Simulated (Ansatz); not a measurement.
**Elastic-constant calculation, with input and output: CoO (part 2 of 2)**

The same run, continued: CoO (P6₃mc, 4 atoms in the cell); DFT PBEsol, scalar-relativistic, plane waves, PAW, spin-polarised (Ansatz 0.2.0); cutoff 420 eV, 18×18×8 k-mesh, Gaussian smearing of 0.2 eV, collinear spins. The structure derives from a Materials Project entry. It belongs to a series of runs on one base structure; here: elastic constants, atoms clamped.

Geometry of the input (Å; fractional positions):
```
3.0420  0.0000  0.0000
-1.5210  2.6345  0.0000
0.0000  0.0000  5.2711
Co 0.0000  0.0000  0.0101
Co 0.3333  0.6667  0.5101
O  0.0000  0.0000  0.3649
O  0.3333  0.6667  0.8649
```

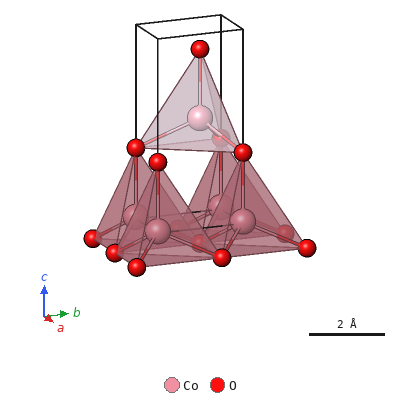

The structure as given in the input (polyhedral view of the cell of the calculation, seen slightly off an axis; polyhedra are completed across the faces of the cell). An atom can appear more than once, as a periodic image.

Output, continued
```
SCF iter   1: F=—  HF=-11305.178562 eV  |F-HF|=—  |Δ(HF+E_count)|=         —  Δρ=4.10e-5 (↑3.17e-5 ↓4.10e-5)  dr2=6.05e-8  dr2_m=3.34e-8  M=-0.000 μB ∫|m|=4.465 μB  β_m=0.30  ethr=1.31e-10  ⟨swp⟩=3.3  Hψ=206027  notcnv=0  defer=188
preconditioner: auto → Kerker (q_TF=auto, 2.767 Å⁻¹)  [metal: Δε(μ)=0.001 eV  Ē_g=11.501 eV  σ=0.200 eV  W_gap=0.00  n_scr=22 (ndim 8)  ℏωp=31.3 eV  f_vac=0.015  D(μ)=5.11/eV (n_scr^D=66)]
spin=Collinear: Kerker preconditioning applied to the charge; magnetization (m = ρ↑ − ρ↓) channel mixes plain (no charge-response kernel on spin).
SCF iter   2: F=—  HF=-11305.178566 eV  |F-HF|=—  |Δ(HF+E_count)|=   3.50e-6  Δρ=2.88e-5 (↑2.24e-5 ↓2.88e-5)  dr2=2.88e-8  dr2_m=1.79e-8  M=0.000 μB ∫|m|=4.465 μB  β_m=0.63  ethr=1.31e-10  ⟨swp⟩=1.0  Hψ=40452  notcnv=0  defer=188
SCF iter   3: F=—  HF=-11305.178569 eV  |F-HF|=—  |Δ(HF+E_count)|=   3.43e-6  Δρ=5.67e-6 (↑5.67e-6 ↓3.97e-6)  dr2=2.10e-8  dr2_m=1.11e-9  M=-0.000 μB ∫|m|=4.465 μB  β_m=0.54  ethr=6.25e-11  ⟨swp⟩=2.6  Hψ=66999  notcnv=0  defer=188
SCF iter   4: F=—  HF=-11305.178569 eV  |F-HF|=—  |Δ(HF+E_count)|=   2.29e-8  Δρ=7.86e-6 (↑7.86e-6 ↓6.22e-6)  dr2=6.16e-8  dr2_m=5.17e-9  M=0.000 μB ∫|m|=4.464 μB  β_m=0.38  ethr=4.56e-11  ⟨swp⟩=2.0  Hψ=47043  notcnv=0  defer=188  recentre
SCF iter   5: F=—  HF=-11305.178569 eV  |F-HF|=—  |Δ(HF+E_count)|=   4.53e-9  Δρ=2.80e-6 (↑2.63e-6 ↓2.80e-6)  dr2=7.61e-9  dr2_m=7.10e-10  M=-0.000 μB ∫|m|=4.464 μB  β_m=0.48  ethr=4.56e-11  ⟨swp⟩=1.2  Hψ=40780  notcnv=0  defer=188
SCF iter   6: F=—  HF=-11305.178569 eV  |F-HF|=—  |Δ(HF+E_count)|=   3.13e-9  Δρ=7.38e-7 (↑5.08e-7 ↓7.38e-7)  dr2=2.70e-10  dr2_m=5.66e-11  M=-0.000 μB ∫|m|=4.464 μB  β_m=0.69  ethr=1.65e-11  ⟨swp⟩=1.0  Hψ=40452  notcnv=0  defer=188
SCF iter   7: F=—  HF=-11305.178569 eV  |F-HF|=—  |Δ(HF+E_count)|=  4.95e-10  Δρ=5.60e-7 (↑5.60e-7 ↓4.30e-7)  dr2=3.02e-10  dr2_m=2.32e-11  M=-0.000 μB ∫|m|=4.464 μB  β_m=0.84  ethr=5.87e-13 (applied; sched 1.00e-12)  ⟨swp⟩=1.6  Hψ=47527  notcnv=0  defer=847
SCF iter   8: F=—  HF=-11305.178569 eV  |F-HF|=—  |Δ(HF+E_count)|=  3.64e-12  Δρ=2.36e-7 (↑1.85e-7 ↓2.36e-7)  dr2=4.93e-11  dr2_m=5.72e-12  M=0.000 μB ∫|m|=4.464 μB  β_m=0.82  ethr=6.56e-13 (applied; sched 1.00e-12)  ⟨swp⟩=1.0  Hψ=40452  notcnv=0  defer=662
SCF iter   9: F=—  HF=-11305.178569 eV  |F-HF|=—  |Δ(HF+E_count)|=    0.00e0  Δρ=1.62e-7 (↑1.61e-7 ↓1.62e-7)  dr2=3.67e-11  dr2_m=2.13e-12  M=0.000 μB ∫|m|=4.464 μB  β_m=0.87  ethr=1.07e-13 (applied; sched 1.00e-12)  ⟨swp⟩=1.0  Hψ=40452  notcnv=0  defer=2570
SCF iter  10: F=—  HF=-11305.178569 eV  |F-HF|=—  |Δ(HF+E_count)|=    0.00e0  Δρ=4.08e-8 (↑4.08e-8 ↓2.56e-8)  dr2=1.30e-12  dr2_m=1.23e-13  M=-0.000 μB ∫|m|=4.464 μB  β_m=0.83  ethr=7.98e-14 (applied; sched 1.00e-12)  ⟨swp⟩=1.0  Hψ=40452  notcnv=0  defer=2625
SCF iter  11: F=—  HF=-11305.178569 eV  |F-HF|=—  |Δ(HF+E_count)|=  1.87e-10  Δρ=3.27e-8 (↑3.21e-8 ↓3.27e-8)  dr2=1.18e-12  dr2_m=1.14e-13  M=-0.000 μB ∫|m|=4.464 μB  β_m=0.81  ethr=2.83e-15 (applied; sched 1.00e-12)  ⟨swp⟩=2.0  Hψ=71301  notcnv=0  defer=2638
SCF iter  12: F=—  HF=-11305.178569 eV  |F-HF|=—  |Δ(HF+E_count)|=  1.82e-12  Δρ=2.21e-8 (↑2.11e-8 ↓2.21e-8)  dr2=5.71e-13  dr2_m=4.76e-14  M=-0.000 μB ∫|m|=4.464 μB  β_m=0.91  ethr=2.56e-15 (applied; sched 1.00e-12)  ⟨swp⟩=1.0  Hψ=40452  notcnv=0  defer=2638
SCF iter  13: F=-11305.178569 eV  HF=-11305.178569 eV  |F-HF|=0.00e0  |Δ(HF+E_count)|=    0.00e0  Δρ=8.63e-9 (↑5.63e-9 ↓8.63e-9)  dr2=6.75e-14  dr2_m=5.29e-15  M=-0.000 μB ∫|m|=4.464 μB  ethr=1.00e-12  ⟨swp⟩=2.0  Hψ=121161  notcnv=0
SCF 8 converged in 13 iterations: F = -11305.178569 eV  dr2 = 6.75e-14
  greatest PAW one-centre occupation: 1.003 electrons in one spin orbital (limit 2), on the Co atom at site 0 (counted from 0), in its partial waves of l = 1
SCF converged after 12 iterations
Magnetization: -0.0000 μB (23.0000 up, 23.0000 down)
Absolute magnetization: 4.4646 μB (∫|ρ↑−ρ↓|, with the PAW one-centre terms)
Spin contamination: 1.9561 ħ² per cell (⟨S²⟩ above its minimum at these occupations)
Per-site moments (μB) at R_I (Å): [(-1.8773779481362969, 0.7714179223218519), (1.8773792631044148, 0.7714190531806547), (0.13657819335553284, 0.7714179223218519), (-0.1365789062140635, 0.7714190531806547)]
Free energy (F): -11305.178696 eV
Harris-Foulkes:  -11305.178696 eV  (|F-HF|=3.64e-12)
Internal energy: -11305.076572 eV  (E = F + TS)
E sigma→0 (E₀):  -11305.127634 eV
Entropy (-TS):   -0.102123 eV (-25.531 meV/atom)
Fermi energy:    12.429548 eV
--- Per-component energies (eV) ---
  E_band       = -686.979168
  E_kinetic    = 1242.508635
  E_local      = -7518.313379  (includes V_loc(G=0)·N_el)
  E_nonlocal   = 1027.192775
  E_hartree    = 3100.636904
  E_xc         = -454.361716
  E_vxc        = -587.041389  (∫ρ·V_xc dr)
  E_paw        = -3275.430300  (= ΣΔE_a)
  E_vpaw       = -1052.604400  (= ΣTr[D̂ρ^β])
  E_aug_tail   = 0.004782  (compensation charges beyond the density's cutoff)
  E_ewald      = -5427.761689
  E_core_change = 0.447414  (= ΣΔE_core)
  E_smearing   = -0.102123  (= −TS)
  E_closure    = 0.000000  (closes the sum)
  Σ components = -11305.178696   (vs F -11305.178696, Δ=0.00e0)
--- Forces (eV/Å), atoms counted from 1 ---
  atom   1  Co     0.00000000    -0.00000000     0.00006168
  atom   2  Co    -0.00000000     0.00000000     0.00008823
  atom   3  O      0.00000000    -0.00000000    -0.00006115
  atom   4  O     -0.00000000     0.00000000    -0.00009382
  max |Σ_I F_I| component: 5.06e-6 eV/Å
--- Stress (GPa, compression-positive) ---
       -0.005216       0.000000       0.000000
       -0.000000      -0.005216       0.000000
        0.000000       0.000000       0.004422
  P = ⅓ Tr σ = -0.0020 GPa (-0.020 kbar)
--- Band table (eV; the first three rows and the last of 532) ---
  k-point 0 ↑: bands = ["-83.7810", "-81.3858", "-47.4805", "-47.0665", "-47.0665", "-44.9954", "-44.7997", "-44.7997", "-8.2153", "-7.4533", "4.5583", "5.7296", "6.1548", "6.1548", "6.9945", "6.9945", "10.1309", "10.1309", "10.5387", "11.4157", "11.4157", "12.4712", "12.4712", "12.5774", "14.1770", "14.3720", "14.3720", "18.4454", "19.4844", "25.8974", "27.4139"]
  k-point 1 ↑: bands = ["-83.7809", "-81.3858", "-47.4805", "-47.0665", "-47.0665", "-44.9953", "-44.7997", "-44.7997", "-8.1904", "-7.4805", "4.5776", "5.6661", "6.1591", "6.1591", "6.9824", "6.9824", "10.1428", "10.1428", "10.6065", "11.4235", "11.4235", "12.4833", "12.4833", "12.6782", "14.1951", "14.3453", "14.3453", "17.9233", "19.9881", "25.4606", "27.4022"]
  k-point 2 ↑: bands = ["-83.7809", "-81.3857", "-47.4804", "-47.0665", "-47.0665", "-44.9954", "-44.7997", "-44.7997", "-8.1207", "-7.5559", "4.6379", "5.4978", "6.1697", "6.1697", "6.9528", "6.9528", "10.1718", "10.1718", "10.7836", "11.4400", "11.4400", "12.5170", "12.5170", "12.8852", "14.2775", "14.2775", "14.3178", "17.0825", "20.7876", "24.5247", "27.3878"]
  k-point 265 ↓: bands = ["-83.7783", "-81.3829", "-47.4765", "-47.0895", "-47.0854", "-44.9906", "-44.8260", "-44.8210", "-7.3424", "-7.0863", "5.3156", "5.3905", "5.3957", "5.7578", "6.7403", "6.9445", "9.5034", "10.2834", "10.7166", "11.0647", "11.1571", "11.4717", "11.8312", "12.5779", "13.0625", "13.4893", "19.7103", "20.2904", "20.7983", "20.8756", "22.3860"]
--- Elastic constants: 3 strain directions × 2 members + reference (group order 6) ---
  dense FFT box of the reference and of every strained cell: 24×24×36
  strains applied: 11, 33, 23; error gains: componentwise 1.00 (the most a stress slope's error grows in a printed constant), spectral 1.41 (1 for all six strains in a standard setting)
  C = ∂σ_k/∂η_j (tension-positive GPa; Voigt order 11 22 33 23 13 12):
       216.582     95.244     83.957      0.000      0.000      0.000
        95.244    216.582     83.957     -0.000      0.000      0.000
        83.972     83.972    373.563     -0.000      0.000      0.000
         0.000     -0.000      0.000     38.007     -0.000      0.000
         0.000     -0.000      0.000     -0.000     38.007      0.000
         0.000     -0.000      0.000     -0.000      0.000     60.669
  reference stress σ⁰ (GPa):      0.005      0.005     -0.004     -0.000     -0.000      0.000
  C* (energy form; C + prestress term) asymmetry max|C*_kj − C*_jk| = 5.982e-3 GPa — a small one proves nothing (zero by symmetry where the batch's group is 432, −43m or m−3m); a large one is finite-difference/SCF noise where every solve meets its electron count
  moduli (Voigt/Reuss/Hill, GPa): K = 148.12/141.60/144.86   G = 63.57/53.04/58.31   E = 154.23   ν = 0.323
  mechanically stable: yes (min eigenvalue of sym C = 38.01 GPa)
  strain η (Voigt 11):  stress-route row diagonal C_11 = 216.58 GPa, energy-path curvature d²(F+E_count+ΔE)/dδ²/Ω₀ = 216.60 GPa
         δ    σ_11 (GPa)             F (eV)   n_scf  n_hpsi   n_pw
    -5.000e-3      -1.0856      -11305.1779475      16  1171040    838
     5.000e-3       1.0802      -11305.1779700      14  958552    845
  strain η (Voigt 33):  stress-route row diagonal C_33 = 373.56 GPa, energy-path curvature d²(F+E_count+ΔE)/dδ²/Ω₀ = 373.45 GPa
         δ    σ_33 (GPa)             F (eV)   n_scf  n_hpsi   n_pw
    -5.000e-3      -1.9185      -11305.1774462      17  448155    845
     5.000e-3       1.8172      -11305.1775167      16  404989    846
  strain η (Voigt 23):  stress-route row diagonal C_44 = 38.01 GPa, energy-path curvature d²(F+E_count+ΔE)/dδ²/Ω₀ = 38.16 GPa
         δ    σ_23 (GPa)             F (eV)   n_scf  n_hpsi   n_pw
    -5.000e-3      -0.1900      -11305.1785691      15  1139984    845
     5.000e-3       0.1900      -11305.1785691      13  853589    845
--- Löwdin populations: 4 sites ---
  site symbol       q [e]    m [muB]
     0     Co     16.0103    -1.9977
     1     Co     16.0103     1.9977
     2      O      6.8227     0.1941
     3      O      6.8227    -0.1941
  spilling = 0.007261 (of n_electrons = 46.000000)
```

File elastic.tsv
```
# convention: tension-positive GPa; Voigt order 11 22 33 23 13 12; engineering shear strains; stresses and constants hold the Pulay correction, whose part of sigma0, of c and of each member's stress the lines and columns named pulay_correction_..._gpa give (of c_energy it is that of c and, on the columns of strains 1 to 3, that of sigma0; of a layer's constants it is that of c in the plane, times a tenth of its plane spacing in ang); where a line pulay_correction_withheld stands none holds it
# sigma0_gpa = 5.2157575300e-3 5.2157575300e-3 -4.4220189737e-3 -8.5406599875e-17 -4.6322223661e-17 4.6322223661e-17
# pulay_correction_sigma0_gpa = -7.4148258501e-1 -7.4148258501e-1 -7.2702403043e-1 -1.1648410735e-18 -5.4690984772e-17 -2.6056250809e-17
# c_energy_asymmetry_gpa = 5.9824615604e-3
# group_order = 6
# error_gain_componentwise = 1.0000000000e0	error_gain_spectral = 1.4142135624e0
# k_voigt_gpa = 1.4811938858e2	k_reuss_gpa = 1.4159529283e2	k_hill_gpa = 1.4485734071e2
# g_voigt_gpa = 6.3573513160e1	g_reuss_gpa = 5.3040417524e1	g_hill_gpa = 5.8306965342e1
# youngs_gpa = 1.5422797366e2	poisson = 3.2255188345e-1
# min_eigenvalue_gpa = 3.8006976879e1	stable = true
# k	c_k1_gpa	c_k2_gpa	c_k3_gpa	c_k4_gpa	c_k5_gpa	c_k6_gpa	c_energy_k1_gpa	c_energy_k2_gpa	c_energy_k3_gpa	c_energy_k4_gpa	c_energy_k5_gpa	c_energy_k6_gpa	pulay_correction_c_k1_gpa	pulay_correction_c_k2_gpa	pulay_correction_c_k3_gpa	pulay_correction_c_k4_gpa	pulay_correction_c_k5_gpa	pulay_correction_c_k6_gpa
1	2.1658209549e2	9.5244350299e1	8.3956727880e1	6.3965228820e-5	7.3527679617e-22	1.1773141324e-21	2.1658731125e2	9.5249566056e1	8.3961943638e1	6.3965228820e-5	7.3527679617e-22	1.1773141324e-21	8.3641978535e-1	8.9918646155e-1	9.7427433785e-1	8.2507667365e-8	-1.8590084086e-23	-1.3428794802e-23
2	9.5244350299e1	2.1658209549e2	8.3956727880e1	-6.3965228820e-5	5.3417009378e-22	1.1773141324e-21	9.5249566056e1	2.1658731125e2	8.3961943638e1	-6.3965228820e-5	5.3417009378e-22	1.1773141324e-21	8.9918646155e-1	8.3641978535e-1	9.7427433785e-1	-8.2507667365e-8	-1.5943082914e-23	-1.3428794802e-23
3	8.3972348118e1	8.3972348118e1	3.7356345365e2	-6.7762635931e-21	1.0055954786e-21	1.0584510030e-21	8.3967926099e1	8.3967926099e1	3.7355903163e2	-6.7762635931e-21	1.0055954786e-21	1.0584510030e-21	1.0137651599e0	1.0137651599e0	1.3883270045e0	2.6469779523e-23	-5.2403264739e-24	-4.1325135904e-24
4	6.1822536221e-5	-6.1822536221e-5	2.3007637984e-30	3.8006976880e1	-4.4461475424e-16	0.0000000000e0	6.1822536221e-5	-6.1822536221e-5	-8.5406599875e-17	3.8006976880e1	-4.4461475424e-16	0.0000000000e0	6.9740266251e-8	-6.9740266251e-8	5.6635323384e-33	2.9558420915e-1	-3.3739195606e-18	-3.0814879110e-33
5	2.4929008928e-14	-8.3096696426e-15	1.4118566604e-14	-4.4461017846e-16	3.8006976880e1	6.1822536221e-5	2.4882686704e-14	-8.3559918662e-15	1.4072244380e-14	-4.4461017846e-16	3.8006976880e1	6.1822536221e-5	1.3977892216e-16	-4.6592974052e-17	6.5556187296e-17	-3.3739143987e-18	2.9558420915e-1	6.9740266251e-8
6	1.0658126833e-14	-3.5527089444e-15	3.1070183444e-15	-1.6773256170e-15	6.3965228820e-5	6.0668872596e1	1.0704449057e-14	-3.5063867208e-15	3.1533405681e-15	-1.6773256170e-15	6.3965228820e-5	6.0668872596e1	9.9746581548e-17	-3.3248860516e-17	3.6055387299e-17	2.4200433449e-17	8.2507667365e-8	-3.1383338101e-2
```

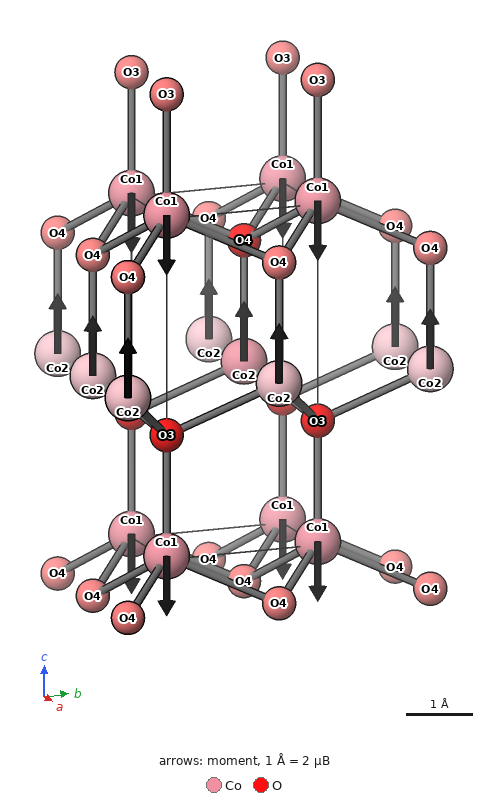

Magnetic moments of the sites as black arrows (ball-and-stick view of the cell of the calculation, seen slightly off an axis; neighbours outside the cell are drawn fainter; atoms are numbered from 1 in the order of the input); small moments hardly show. The run is collinear, so the axis drawn is arbitrary. Site moments: Co2 (1.88 μB); Co1 (−1.88 μB); O4 (−0.14 μB); O3 (0.14 μB). They are counted near the atoms and needn't add up to the moment of the cell.

Key numbers

| quantity | value |
| --- | --- |
| outcome | converged |
| space group (tolerance 0.01 Å) | P6₃mc (186) |
| electrons treated | 46 |
| free energy | −11305.1787 eV |
| Fermi energy | 12.430 eV |
| gap on the k-point mesh | none (metallic) |
| net moment of the cell | 0.00 μB |
| integrated absolute moment | 4.46 μB |
| pressure | 0.00 GPa |
| bulk modulus (Hill) | 144.9 GPa |
| shear modulus (Hill) | 58.3 GPa |
| largest force (length of the vector) | under 0.001 eV/Å |
| elastic stability | stable |
| hardware | 2 threads of Intel Xeon (Sapphire Rapids), 32 GiB of memory available, shared host |
| wall time | 6.9 min (CPU time 13 min) |
| peak memory | 1.8 GiB |

Remarks

Results for this metal are sensitive to the k-point mesh.
